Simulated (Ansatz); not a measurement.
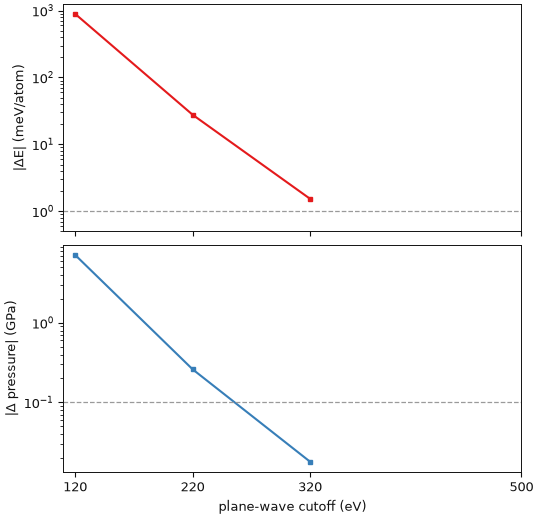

One cell, run at 4 values of the plane-wave cutoff (density cutoff scaled with it).
Ir (Fd-3m, 2 atoms in the cell); DFT, PBE, all-electron LAPW, scalar-relativistic in Ansatz 0.2.0; 12×12×12 k-mesh, Fermi–Dirac smearing of 0.05 eV.
ΔE is the free energy less its value at the largest setting, 500 eV.
Dashed lines or grey bands mark the tolerance: 1 meV/atom and 0.1 GPa.
The pressure holds the program's Pulay correction for the finite basis; without it, low cutoffs would be much further off.

From which setting is the free energy converged to 1 meV/atom?

Answer. The free energy at the last setting but one, 320 eV, is still more than 1 meV/atom from the largest setting's value, so the scan doesn't show it converged. It is off by 890 meV/atom at 120 eV, 28 meV/atom at 220 eV and 1.5 meV/atom at 320 eV (always above it). The smaller bases give higher energies, which fall towards the limit as the basis grows.

How does the pressure behave (tolerance 0.1 GPa)?

Answer. The pressure is within 0.1 GPa of the largest setting's value from 320 eV on. It is off by 7.1 GPa at 120 eV and 0.26 GPa at 220 eV (always above it).
